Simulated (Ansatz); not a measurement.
Structure data:

```yaml
crystal:
  lattice:
    - [3.46470, 0.00000, 0.00000]
    - [0.00000, 3.46470, 0.00000]
    - [0.00000, 0.00000, 3.46470]
  atoms:
    - { symbol: Al, position: [0.00000, 0.00000, 0.00000] }
    - { symbol: Cu, position: [0.50000, 0.50000, 0.00000] }
    - { symbol: Cu, position: [0.50000, 0.00000, 0.50000] }
    - { symbol: Cu, position: [0.00000, 0.50000, 0.50000] }
```

Q: Interpret the file: composition, symmetry and coordination.

A: Formula: AlCu$_{3}$. The atoms follow space group Pm-3m (No. 221); the Bravais lattice is primitive cubic. Its structure type: Cu₃Au (L1₂) type. The cell comprises 1 formula unit: 1 Al, 3 Cu. About every Al there are twelve Cu in a cuboctahedral arrangement at 2.45 Å. Each Cu is bonded to eight Cu and four Al in a cuboctahedral arrangement (2.45 Å to Cu, 2.45 Å to Al). The bonds build a three-dimensional framework.

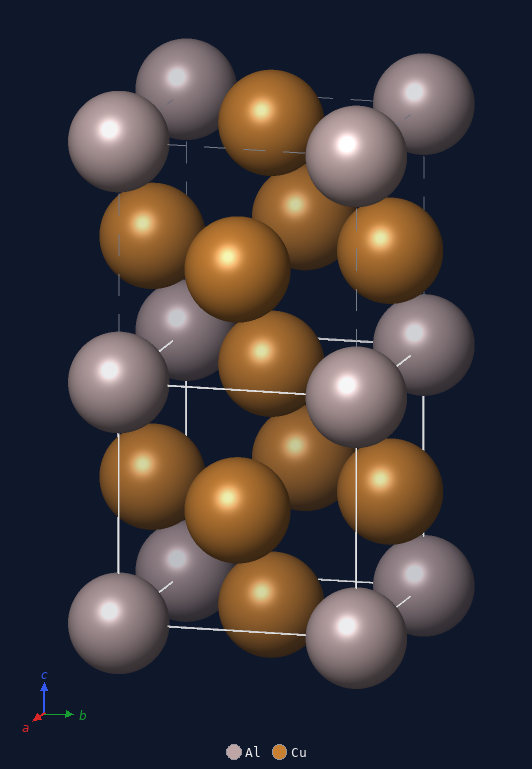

A spheres-only rendering, viewed slightly off an axis. Solid lines give the conventional unit cell, repeated here 1×1×2 times.

Source of the structure: a structure listed in the Materials Project. It was relaxed with DFT PBEsol, scalar-relativistic, plane waves, PAW (Ansatz) under a constraint or pressure on the cell, so some stress remains.

At this level of theory the cell isn't at rest (compressed, at 30 GPa), so its distances can differ from those at equilibrium, the more so the softer the solid.
